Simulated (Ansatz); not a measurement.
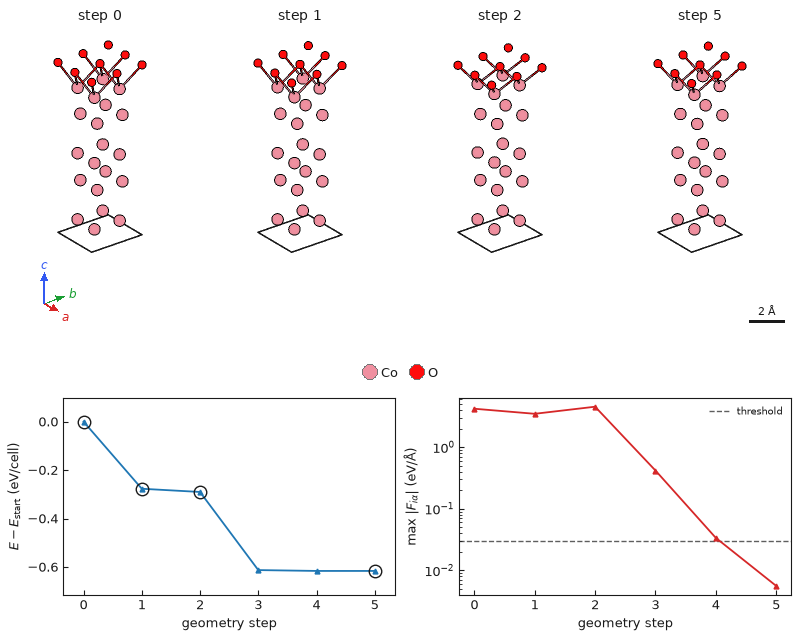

Frames of a constrained relaxation of a slab of composition Co₅O (cut from the P6_3/mmc phase), marked on the history of the run. Style: ball-and-stick. Shown: the 2 × 2 repeat of the cell, outlined in the plane, without the vacuum, slightly off an axis.

Case: O put at a hollow Co-Co-Co site. The slab is the (0 0 1) face of Co with O on it. 2 atoms are held fixed.

Method: DFT PBEsol, scalar-relativistic, plane waves, PAW in Ansatz. (plane-wave cutoff 420 eV; k-point mesh 12 × 12 × 1; occupations gaussian; smearing width 0.1 eV; collinear spin; dipole correction; atoms relaxed in a fixed cell; force threshold 0.03 eV/Å; at most 70 steps)

### Describe the path.

The largest move is that of a Co atom, 0.18 Å along the normal (+c). By element the largest moves are Co 0.18 Å, O 0.08 Å. The cell doesn't change. Among the contacts that change: Co–Co 2.393 → 2.557 Å, Co–O 1.924 → 1.762 Å, Co–Co 2.453 → 2.412 Å, Co–Co 2.444 → 2.467 Å. Bond angles that change, for instance: O–Co–O 79.3° → 88.4°, Co–O–Co 79.3° → 88.4°. Over 5 geometry steps the energy falls by 0.617 eV per cell of the calculation. The largest force component goes from 4.2 to 0.0056 eV/Å. Cost: 5.2 min on 2 threads of Intel(R) Xeon(R) Processor @ 2.50GHz (Skylake/Cascade Lake), with other jobs on the host, peak memory 0.66 GiB. From step 0 to 1: the O atom moves most (0.04 Å), energy −0.277 eV per cell of the calculation. From step 1 to 2: a Co atom moves most (0.19 Å), energy −13.3 meV per cell of the calculation. From step 2 to 5: the O atom moves most (0.10 Å), energy −0.326 eV per cell of the calculation.

```tsv
step	E − E(0), meV/atom	largest force component, eV/Å
0	0.00	4.2031
1	-46.18	3.4796
2	-48.40	4.5348
3	-102.16	0.4180
4	-102.75	0.0337
5	-102.75	0.0056
```

Limits of the set-up: the periodic images lie only 2.5 Å apart, so the values are limited by the cell's size.
